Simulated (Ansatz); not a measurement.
**B: density, localisation and related maps**

Input file:

```
crystal:
  lattice:
    - [0.0, 4.0929263761, 4.4990430304]
    - [1.6523652151, 0.0, 4.4990430304]
    - [1.6523652151, 4.0929263761, 0.0]
  atoms:
    - { symbol: B, position: [0.1962798654, 0.8037201346, 0.1962798654] }
    - { symbol: B, position: [0.8037201346, 0.1962798654, 0.8037201346] }
    - { symbol: B, position: [0.0537201346, 0.4462798654, 0.0537201346] }
    - { symbol: B, position: [0.4462798654, 0.0537201346, 0.4462798654] }
    - { symbol: B, position: [0.0918073197, 0.0918073197, 0.9081926803] }
    - { symbol: B, position: [0.9081926803, 0.9081926803, 0.0918073197] }
    - { symbol: B, position: [0.3418073197, 0.3418073197, 0.1581926803] }
    - { symbol: B, position: [0.1581926803, 0.1581926803, 0.3418073197] }
basis:
  ecutwfc: 420
kpoints:
  mp_grid: { grid: [14, 14, 14] }
hamiltonian:
  xc: pbe
scf:
  occupations: { method: gaussian, width: 0.1 }
output:
  forces: true
  stress: true
  eigenvalues: true
  write_density: true
  write_potential: true
  elf: true
  volumetric_format: npy
relax:
  adjacent_minimum: "off"
  f_tol: 0.01
  max_steps: 80
  cell: { stress_tol: 0.05 }
```

Run with:

```sh
ansatz run input.yaml --threads 1 --pin off --max-ram 2560MiB --backend cpu --events-out ev --progress --plain --runs-dir out
```

Below, planes, directions and counts refer to the conventional cell (a = 3.32 Å, b = 8.18 Å, c = 8.99 Å, α = 90.00°, β = 90.00°, γ = 90.00°).

The fields are those of the relaxed geometry.

Space group Fddd; a structure generated by program, which may or may not match a known phase.

All numbers below come from DFT PBE, scalar-relativistic, plane waves, PAW in Ansatz.

The density is the valence pseudo-density of a PAW calculation; it isn't the true density close to the nuclei.

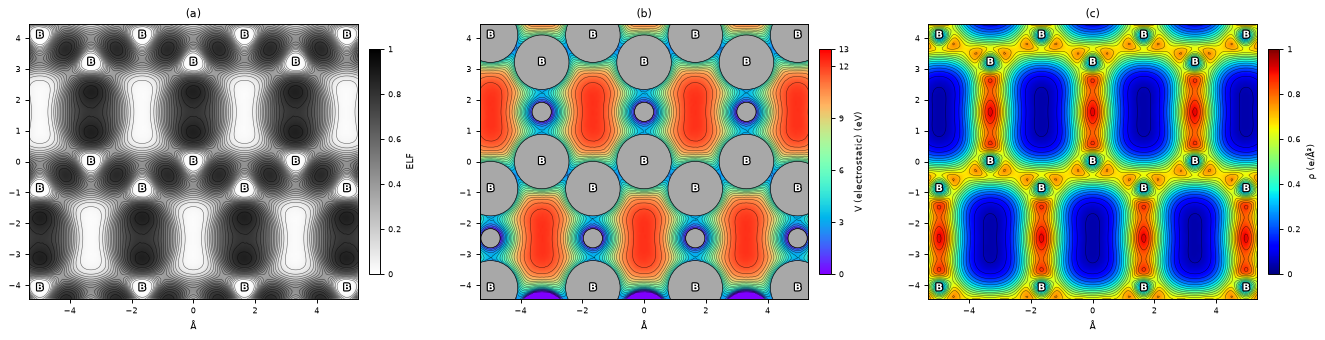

Figure 1. (a) ELF; (b) electrostatic potential energy of an electron; (c) valence pseudo-density on the (001) plane of the conventional cell. Grey discs cover the atomic cores in the potential map.

Interpret the plot.

Answer. The plane passes through B nuclei. Atoms just off the plane (B, 0.8 Å away) can leave unmarked features too. B–B (1.88 Å): ρ at the midpoint is about 0.67 e/Å³; the ELF peaks at about 0.85 between the atoms. Between the atoms the lowest density in this plane is 0.04 e/Å³. Outside the cores the potential energy rises away from the atoms and is highest about 1.9 Å from the nearest atoms; its zero is arbitrary.

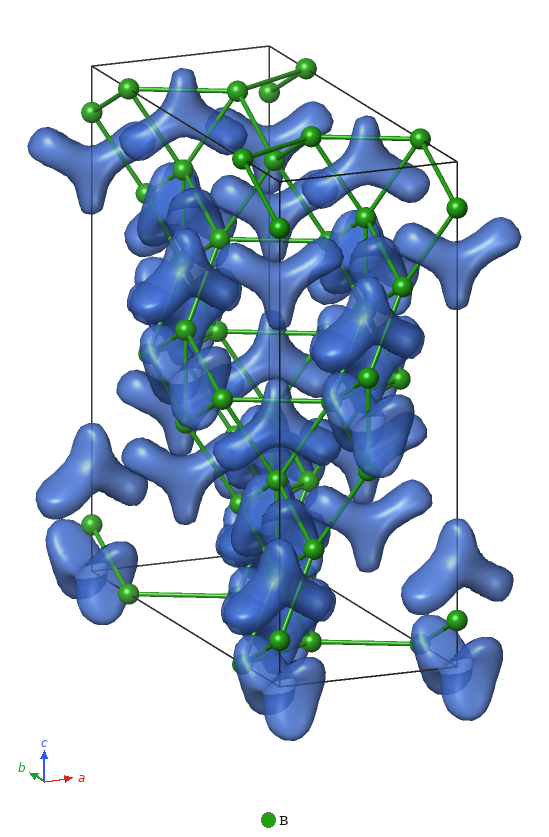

Figure 2. Isosurface of the ELF at 0.75 (blue), seen slightly off an axis. Only the valence region is drawn (cores and ρ < 0.01 e/Å³ removed). Sticks mark near contacts.

Where are the electrons localised?

Answer. The ELF exceeds this value in 24 regions between bonded B–B atoms, counted in one cell of 32 atoms. Regions shared between cells count once. Profiles from the grid: B–B (1.65 Å): the ELF peaks at about 0.80 between the atoms. B–B (1.70 Å): the ELF peaks at about 0.85 between the atoms.

Does the calculation give a band gap?

Answer. It is metallic or semimetallic at this level of theory: no gap opens.
